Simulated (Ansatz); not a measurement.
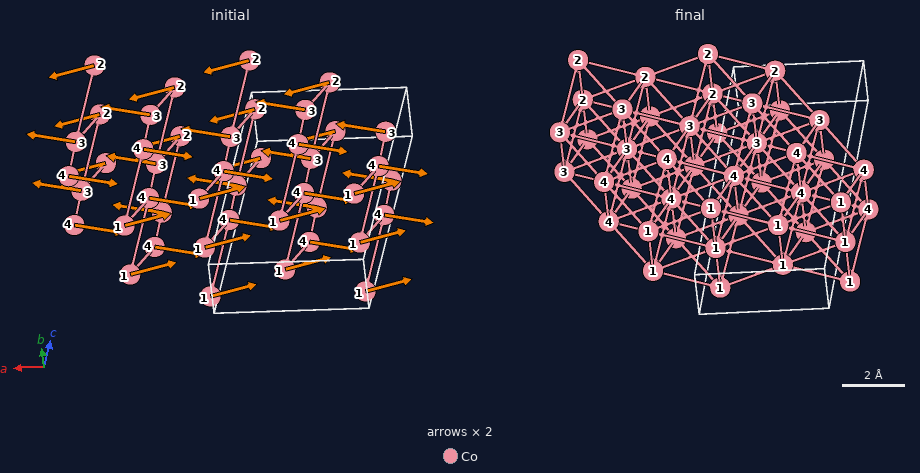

The structure of solid Co (built on the F_12 type) (coarse preliminary run) before (left) and after (right) a relaxation, at one scale. The orange arrows give the displacements (the part carried along by the change of the cell is left out), 2 times their true length.

Style: ball-and-stick. Shown: the conventional cell (2 times the calculation's cell), repeated 2 × 2 × 1 with one cell outlined, from a free direction. Lengths and directions refer to the drawn axes.

Case: F type (C2/m, No. 12).

Computed with DFT PBE, scalar-relativistic, plane waves, PAW in Ansatz 0.2.0.

The input:
```yaml
crystal:
  lattice:
    - [2.5363514373, -1.5125877662, 0.0]
    - [2.5363514373, 1.5125877662, 0.0]
    - [-1.4166767895, 0.0, 6.5668628947]
  atoms:
    - { symbol: Co, position: [0.0504, 0.0504, 0.0996] }
    - { symbol: Co, position: [0.9496, 0.9496, 0.9004] }
    - { symbol: Co, position: [0.505, 0.505, 0.6] }
    - { symbol: Co, position: [0.495, 0.495, 0.4] }
basis:
  ecutwfc: 420
kpoints:
  mp_grid: { grid: [6, 6, 4] }
hamiltonian:
  xc: pbe
scf:
  occupations: { method: gaussian, width: 0.1 }
  lower_state_search: "off"
output:
  forces: true
  stress: true
  eigenvalues: true
relax:
  adjacent_minimum: "off"
  f_tol: 0.04
  max_steps: 70
  cell: { stress_tol: 0.4 }
```

Describe what moved and what it gained.

Answer. Over 13 accepted moves (15 points after the start) the energy falls by 29.746 eV per cell of the calculation. The largest force component goes from 71 to 0.0007 eV/Å. Pressure: 184.44 GPa at the start and 0.12 GPa at the end. The SCF was repeated twice at an unchanged geometry on a basis and grid sized afresh for the cell, which shifted the energy by 0.122 eV per cell of the calculation at most. The largest moves relative to the cell, 0.85 Å, are those of Co3 and Co4. Co3 goes roughly along +a. The volume changes by −18.0 %, with a 5.073 → 4.250 Å (−16.2 %), b 3.025 → 2.453 Å (−18.9 %), c 6.718 → 8.051 Å (+19.8 %), β 102.2° → 100.1°. Among the contacts that change: Co3–Co4 1.334 → 2.442 Å, Co1–Co2 1.328 → 2.431 Å, Co1–Co2 (another image) 3.413 → 2.434 Å, Co3–Co4 (another image) 3.418 → 2.443 Å. New bonds form: Co1–Co1 (2.95 → 2.45 Å), Co1–Co2 (3.41 → 2.43 Å), Co2–Co2 (2.95 → 2.45 Å), Co3–Co3 (2.95 → 2.45 Å). Among the angles between lasting bonds that change: Co2–Co3–Co4 143.1° → 119.6°, Co1–Co2–Co3 134.8° → 146.2°, Co3–Co2–Co3 71.6° → 60.5°. The space group (tolerance 0.01 Å) goes from C2/m (No. 12) to R-3m (No. 166). The run took of the order of 90 core-seconds on a shared host.
